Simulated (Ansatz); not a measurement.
**CoSi: single-point calculation (part 1 of 2)**

System: CoSi (P4/mmm, 2 atoms in the cell).
Method: DFT, PBE, PAW with Ansatz's default frozen-core files, fully relativistic files with spin-orbit coupling (Ansatz 0.2.0).

The structure derives from a Materials Project entry. It belongs to a series of runs on one base structure; here: stretched by -2 % along [0.0, 0.0, 1.0] at fixed volume; spin-orbit coupling, moments along 100, PAW files. Figures and captions count atoms from 1; the log counts them from 0 in places.

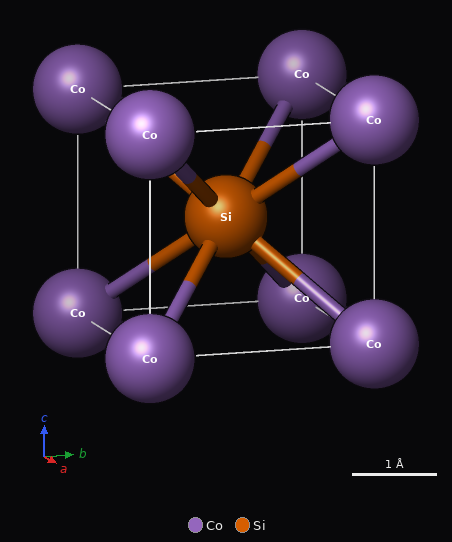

Figure 1. The structure as given in the input (ball-and-stick view of the cell of the calculation, seen slightly off an axis).

Summary:

```json
{"quantity": "outcome", "value": "converged"}
{"quantity": "space group (tolerance 0.01 Å)", "value": "P4/mmm (123)"}
{"quantity": "electrons treated", "value": "21"}
{"quantity": "free energy", "value": "−5763.0375 eV"}
{"quantity": "Fermi energy", "value": "17.451 eV"}
{"quantity": "net moment of the cell", "value": "0.52 μB"}
{"quantity": "integrated absolute moment", "value": "0.56 μB"}
{"quantity": "hardware", "value": "2 threads of Intel Xeon @ 2.90GHz (Ice Lake), 32 GiB of memory available, shared host"}
{"quantity": "wall time", "value": "75 s (CPU time 2.4 min)"}
{"quantity": "peak memory", "value": "0.76 GiB"}
```

Input file:
```yaml
crystal:
  lattice:
    - [2.8095716175, 0.0, 0.0]
    - [0.0, 2.8095716175, 0.0]
    - [0.0, 0.0, 2.72570732]
  atoms:
    - { symbol: Co, position: [0.0, 0.0, 0.0], spin: 0.5, spin_axis: [1.0, 0.0, 0.0] }
    - { symbol: Si, position: [0.5, 0.5, 0.5] }
magnetization:
  noncollinear: true
  spin_orbit: true
kpoints:
  mp_grid: { grid: [12, 12, 13] }
scf:
  occupations: { method: fermi_dirac, width: 0.1 }
  convergence: { dr2_threshold: 1.0e-09 }
  max_iter: 120
  lower_state_search: "off"
hamiltonian:
  xc: pbe
  pseudopotentials: { kind: paw_fr }
output:
  eigenvalues: false
  hubbard: { sites: [{ species: Co, l: d }] }
  write_density: true
  write_potential: true
  elf: true
  volumetric_format: npy
```

Launched with:
```bash
ansatz run input.yaml --threads 2 --pin off --max-ram 4096MiB --backend cpu --events-out ev --progress --plain --runs-dir out
```

The program's output:
```
settings of this run that can trade accuracy for cost: output.eigenvalues: false. Do not mix this run's numbers with those of runs without the same settings; the input reference describes each key
Engine: ansatz 0.2.0, x86_64-unknown-linux-gnu
Pseudopotentials: kind: paw_fr
Pseudopotential: Co, paw_fr, valence charge 17, recommended cutoff 420 eV (normal), Co.paw.azcp#standard-fr
Pseudopotential: Si, paw_fr, valence charge 4, recommended cutoff 420 eV (normal), Si.paw.azcp#standard-fr
Functional definition: PBE
  parameter kappa = 0.804
  parameter beta = 0.06672455060314922
  exchange = pbe_x(kappa = kappa, mu = beta*pi^2/3)
  correlation = pbe_c(beta = beta)
Crystal: 2 atoms, lattice volume = 21.516 Å³
Basis set: ecut = 420 eV, 437 PW (Γ)
Bands: 30, of which v1, the nominal top of the filled ones, is band 21 counted from 1 (20 counted from 0)
Symmetry: 4 space group operations + 4 with time reversal
Magnetic group: BNS 47.252 (UNI 350), of the structure as read, at distance tolerance 2.8e-5 Å
k-points: 343 of 1872 (time reversal used)
Projection manifold: j_resolved (fully-relativistic pseudo-atomic orbitals)
Non-local potential: Co, projectors of the file, l = 0: 3, l = 1: 4, l = 2: 6, l = 3: 2
Non-local potential: Si, projectors of the file, l = 0: 2, l = 1: 4, l = 2: 4
PAW form: soft (Blöchl's): semilocal exchange-correlation on the pseudo side does not see the compensation charge
PAW one-centre angular grid: Co, 590 points (default); XC on 64 Gauss nodes
PAW one-centre angular grid: Si, 110 points (default); XC on 64 Gauss nodes
Initial density: superposition of atomic densities (chi_scale 0.1, normalization cell)
Starting moments: Σ|m| = 0.5 μB on 1 of 2 sites
Initial wavefunctions: pseudopotential atomic-orbital guess
Functional: x = pbe(κ = 0.804, μ = 0.2195149727645171), c = pbe(β = 0.06672455060314922)
SCF iter   1: F=—  HF=-5763.490952 eV  |F-HF|=—  |Δ(HF+E_count)|=         —  Δρ=1.12e-1  dr2=2.85e0  dr2_m=7.41e-2  ethr=3.10e-3  |M|=2.36e-1 ∫|m|=2.66e-1 μB  |m|>n=0.0e0 m-floor=0.0e0 τ_xc=0.0e0 mc-row=0.0e0  β_m=0.30  ⟨swp⟩=6.3  Hψ=68126  notcnv=0  defer=244
preconditioner: auto → none  [metal: Δε(μ)=0.002 eV  Ē_g=9.768 eV  σ=0.100 eV  W_gap=0.01  n_scr=6 (ndim 8)  ℏωp=28.9 eV  f_vac=0.000  D(μ)=1.33/eV (n_scr^D=18)  sad-step TF]
SCF iter   2: F=—  HF=-5763.203382 eV  |F-HF|=—  |Δ(HF+E_count)|=   2.88e-1  Δρ=5.66e-2  dr2=3.74e-1  dr2_m=1.01e-2  ethr=3.10e-3  |M|=3.15e-1 ∫|m|=3.40e-1 μB  |m|>n=0.0e0 m-floor=0.0e0 τ_xc=2.1e-5 mc-row=0.0e0  β_m=0.30  ⟨swp⟩=2.0  Hψ=18275  notcnv=0  defer=776
SCF iter   3: F=—  HF=-5763.081423 eV  |F-HF|=—  |Δ(HF+E_count)|=   1.22e-1  Δρ=2.20e-2  dr2=1.23e-1  dr2_m=5.59e-3  ethr=1.78e-3  |M|=3.12e-1 ∫|m|=3.36e-1 μB  |m|>n=0.0e0 m-floor=0.0e0 τ_xc=3.9e-5 mc-row=0.0e0  β_m=0.30  ⟨swp⟩=2.7  Hψ=17476  notcnv=0  defer=747
SCF iter   4: F=—  HF=-5763.029089 eV  |F-HF|=—  |Δ(HF+E_count)|=   5.23e-2  Δρ=6.29e-3  dr2=5.49e-3  dr2_m=1.95e-3  ethr=5.85e-4  |M|=3.43e-1 ∫|m|=3.64e-1 μB  |m|>n=0.0e0 m-floor=0.0e0 τ_xc=5.0e-5 mc-row=0.0e0  β_m=1.00  ⟨swp⟩=2.0  Hψ=16393  notcnv=0  defer=747
SCF iter   5: F=—  HF=-5763.031295 eV  |F-HF|=—  |Δ(HF+E_count)|=   2.21e-3  Δρ=4.08e-3  dr2=2.05e-3  dr2_m=8.23e-4  ethr=2.61e-5  |M|=3.59e-1 ∫|m|=3.83e-1 μB  |m|>n=0.0e0 m-floor=0.0e0 τ_xc=5.5e-5 mc-row=0.0e0  β_m=1.00  ⟨swp⟩=1.9  Hψ=14769  notcnv=0  defer=721
SCF iter   6: F=—  HF=-5763.032096 eV  |F-HF|=—  |Δ(HF+E_count)|=   8.02e-4  Δρ=2.76e-3  dr2=3.24e-5  dr2_m=3.77e-4  ethr=9.77e-6  |M|=3.71e-1 ∫|m|=3.96e-1 μB  |m|>n=0.0e0 m-floor=0.0e0 τ_xc=6.9e-5 mc-row=0.0e0  β_m=1.00  ⟨swp⟩=2.1  Hψ=14207  notcnv=0  defer=721
SCF iter   7: F=—  HF=-5763.032954 eV  |F-HF|=—  |Δ(HF+E_count)|=   8.58e-4  Δρ=2.96e-3  dr2=7.74e-5  dr2_m=4.32e-4  ethr=1.54e-7  |M|=3.85e-1 ∫|m|=4.09e-1 μB  |m|>n=0.0e0 m-floor=0.0e0 τ_xc=8.2e-5 mc-row=0.0e0  β_m=1.00  ⟨swp⟩=2.0  Hψ=17279  notcnv=0  defer=721
SCF iter   8: F=—  HF=-5763.033614 eV  |F-HF|=—  |Δ(HF+E_count)|=   6.60e-4  Δρ=2.49e-3  dr2=3.05e-5  dr2_m=3.07e-4  ethr=1.54e-7  |M|=3.96e-1 ∫|m|=4.21e-1 μB  |m|>n=0.0e0 m-floor=0.0e0 τ_xc=9.5e-5 mc-row=0.0e0  β_m=1.00  ⟨swp⟩=2.1  Hψ=16558  notcnv=0  defer=721
SCF iter   9: F=—  HF=-5763.034207 eV  |F-HF|=—  |Δ(HF+E_count)|=   5.93e-4  Δρ=2.62e-3  dr2=2.05e-5  dr2_m=3.40e-4  ethr=1.45e-7  |M|=4.08e-1 ∫|m|=4.33e-1 μB  |m|>n=0.0e0 m-floor=0.0e0 τ_xc=1.1e-4 mc-row=0.0e0  β_m=1.00  ⟨swp⟩=2.1  Hψ=13976  notcnv=0  defer=717
SCF iter  10: F=—  HF=-5763.034680 eV  |F-HF|=—  |Δ(HF+E_count)|=   4.73e-4  Δρ=2.18e-3  dr2=4.41e-5  dr2_m=2.34e-4  ethr=9.77e-8  |M|=4.17e-1 ∫|m|=4.42e-1 μB  |m|>n=0.0e0 m-floor=0.0e0 τ_xc=1.2e-4 mc-row=0.0e0  β_m=1.00  ⟨swp⟩=2.1  Hψ=17457  notcnv=0  defer=711
SCF iter  11: F=—  HF=-5763.035103 eV  |F-HF|=—  |Δ(HF+E_count)|=   4.23e-4  Δρ=2.42e-3  dr2=4.15e-5  dr2_m=2.88e-4  ethr=9.77e-8  |M|=4.27e-1 ∫|m|=4.53e-1 μB  |m|>n=0.0e0 m-floor=0.0e0 τ_xc=1.3e-4 mc-row=0.0e0  β_m=1.00  ⟨swp⟩=2.1  Hψ=14681  notcnv=0  defer=703
SCF iter  12: F=—  HF=-5763.035443 eV  |F-HF|=—  |Δ(HF+E_count)|=   3.40e-4  Δρ=2.17e-3  dr2=7.79e-5  dr2_m=2.33e-4  ethr=9.77e-8  |M|=4.36e-1 ∫|m|=4.63e-1 μB  |m|>n=0.0e0 m-floor=0.0e0 τ_xc=1.3e-4 mc-row=0.0e0  β_m=1.00  ⟨swp⟩=2.0  Hψ=12911  notcnv=0  defer=692
SCF iter  13: F=—  HF=-5763.035750 eV  |F-HF|=—  |Δ(HF+E_count)|=   3.06e-4  Δρ=2.01e-3  dr2=1.10e-4  dr2_m=1.98e-4  ethr=9.77e-8  |M|=4.44e-1 ∫|m|=4.72e-1 μB  |m|>n=0.0e0 m-floor=0.0e0 τ_xc=1.4e-4 mc-row=0.0e0  β_m=1.00  ⟨swp⟩=2.0  Hψ=12723  notcnv=0  defer=686
SCF iter  14: F=—  HF=-5763.036037 eV  |F-HF|=—  |Δ(HF+E_count)|=   2.87e-4  Δρ=1.95e-3  dr2=2.94e-4  dr2_m=1.89e-4  ethr=9.77e-8  |M|=4.52e-1 ∫|m|=4.81e-1 μB  |m|>n=0.0e0 m-floor=0.0e0 τ_xc=1.5e-4 mc-row=0.0e0  β_m=1.00  ⟨swp⟩=2.0  Hψ=12933  notcnv=0  defer=681
SCF iter  15: F=—  HF=-5763.036257 eV  |F-HF|=—  |Δ(HF+E_count)|=   2.21e-4  Δρ=1.70e-3  dr2=2.31e-4  dr2_m=1.42e-4  ethr=9.77e-8  |M|=4.59e-1 ∫|m|=4.88e-1 μB  |m|>n=0.0e0 m-floor=0.0e0 τ_xc=1.6e-4 mc-row=0.0e0  β_m=0.30  ⟨swp⟩=2.0  Hψ=13106  notcnv=0  defer=679
Mixer restart at iter 15: flushing history
spin-set hold released at iteration 15 (site moments contracting): the magnetisation degrees of freedom join the quasi-Newton model from the next iteration; the mixer history was flushed
SCF iter  16: F=—  HF=-5763.036572 eV  |F-HF|=—  |Δ(HF+E_count)|=   3.14e-4  Δρ=1.96e-3  dr2=3.25e-4  dr2_m=1.90e-4  ethr=9.77e-8  |M|=4.62e-1 ∫|m|=4.92e-1 μB  |m|>n=0.0e0 m-floor=0.0e0 τ_xc=1.6e-4 mc-row=0.0e0  β_m=0.50  ⟨swp⟩=2.4  Hψ=17144  notcnv=0  defer=679
SCF iter  17: F=—  HF=-5763.037183 eV  |F-HF|=—  |Δ(HF+E_count)|=   6.11e-4  Δρ=4.65e-3  dr2=3.28e-3  dr2_m=8.44e-4  ethr=9.77e-8  |M|=4.75e-1 ∫|m|=5.06e-1 μB  |m|>n=0.0e0 m-floor=0.0e0 τ_xc=1.6e-4 mc-row=0.0e0  β_m=0.17  ⟨swp⟩=3.0  Hψ=19861  notcnv=0  defer=679  recentre
SCF iter  18: F=—  HF=-5763.036776 eV  |F-HF|=—  |Δ(HF+E_count)|=   4.07e-4  Δρ=2.73e-3  dr2=1.34e-5  dr2_m=3.67e-4  ethr=9.77e-8  |M|=4.70e-1 ∫|m|=5.01e-1 μB  |m|>n=0.0e0 m-floor=0.0e0 τ_xc=1.6e-4 mc-row=0.0e0  β_m=0.20  ⟨swp⟩=3.0  Hψ=19055  notcnv=0  defer=679
SCF iter  19: F=—  HF=-5763.037003 eV  |F-HF|=—  |Δ(HF+E_count)|=   2.27e-4  Δρ=1.37e-3  dr2=5.15e-6  dr2_m=9.26e-5  ethr=6.39e-8  |M|=4.82e-1 ∫|m|=5.14e-1 μB  |m|>n=0.0e0 m-floor=0.0e0 τ_xc=1.8e-4 mc-row=0.0e0  β_m=0.20  ⟨swp⟩=2.1  Hψ=17147  notcnv=0  defer=679
SCF iter  20: F=—  HF=-5763.037299 eV  |F-HF|=—  |Δ(HF+E_count)|=   2.96e-4  Δρ=5.19e-4  dr2=9.57e-6  dr2_m=1.33e-5  ethr=2.45e-8  |M|=4.98e-1 ∫|m|=5.32e-1 μB  |m|>n=0.0e0 m-floor=0.0e0 τ_xc=1.9e-4 mc-row=0.0e0  β_m=0.75  ⟨swp⟩=3.0  Hψ=18957  notcnv=0  defer=679
SCF iter  21: F=—  HF=-5763.037474 eV  |F-HF|=—  |Δ(HF+E_count)|=   1.75e-4  Δρ=5.80e-4  dr2=3.54e-7  dr2_m=1.66e-5  ethr=2.45e-8  |M|=5.25e-1 ∫|m|=5.64e-1 μB  |m|>n=0.0e0 m-floor=0.0e0 τ_xc=2.2e-4 mc-row=0.0e0  β_m=0.81  ⟨swp⟩=3.0  Hψ=20252  notcnv=0  defer=679
SCF iter  22: F=—  HF=-5763.037480 eV  |F-HF|=—  |Δ(HF+E_count)|=   6.01e-6  Δρ=9.11e-5  dr2=4.10e-8  dr2_m=4.09e-7  ethr=1.69e-9  |M|=5.21e-1 ∫|m|=5.59e-1 μB  |m|>n=0.0e0 m-floor=0.0e0 τ_xc=2.1e-4 mc-row=0.0e0  β_m=0.91  ⟨swp⟩=2.7  Hψ=19149  notcnv=0  defer=675
SCF iter  23: F=—  HF=-5763.037481 eV  |F-HF|=—  |Δ(HF+E_count)|=   2.25e-7  Δρ=2.23e-5  dr2=4.55e-9  dr2_m=2.45e-8  ethr=1.95e-10  |M|=5.20e-1 ∫|m|=5.58e-1 μB  |m|>n=0.0e0 m-floor=0.0e0 τ_xc=2.1e-4 mc-row=0.0e0  β_m=0.95  ⟨swp⟩=2.0  Hψ=17069  notcnv=0  defer=675
SCF iter  24: F=—  HF=-5763.037481 eV  |F-HF|=—  |Δ(HF+E_count)|=   1.39e-8  Δρ=4.93e-6  dr2=2.29e-9  dr2_m=5.44e-10  ethr=2.17e-11  |M|=5.20e-1 ∫|m|=5.58e-1 μB  |m|>n=0.0e0 m-floor=0.0e0 τ_xc=2.1e-4 mc-row=0.0e0  β_m=0.84  ⟨swp⟩=2.1  Hψ=17013  notcnv=0  defer=675
SCF iter  25: F=-5763.037481 eV  HF=-5763.037481 eV  |F-HF|=2.55e-11  |Δ(HF+E_count)|=  6.82e-11  Δρ=4.68e-7  dr2=3.18e-11  dr2_m=1.89e-12  ethr=4.76e-12  |M|=5.20e-1 ∫|m|=5.58e-1 μB  |m|>n=0.0e0 m-floor=0.0e0 τ_xc=2.1e-4 mc-row=0.0e0  ⟨swp⟩=1.0  Hψ=25998  notcnv=0
SCF 1 converged in 25 iterations: F = -5763.037481 eV  dr2 = 3.18e-11
  greatest PAW one-centre occupation: 1.000 electrons in one spin orbital (limit 2), on the Co atom at site 0 (counted from 0), in its partial waves of l = 1
```

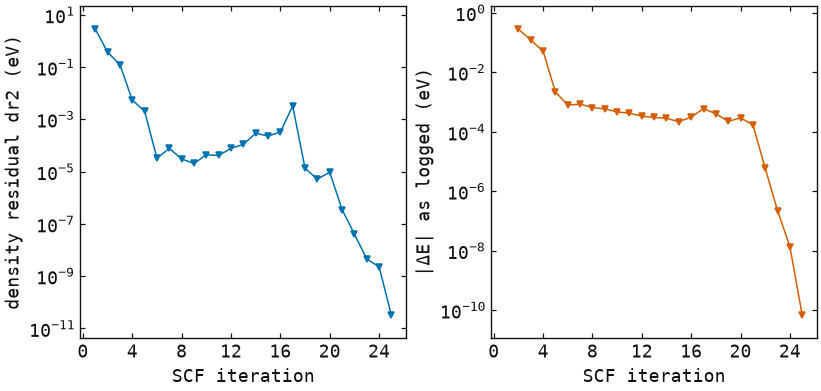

Figure 2. Convergence of the self-consistent field: density residual dr2 and size of the energy change against the SCF iteration. The residual falls unevenly and jumps up by a factor of two or more 4 times on the way down.
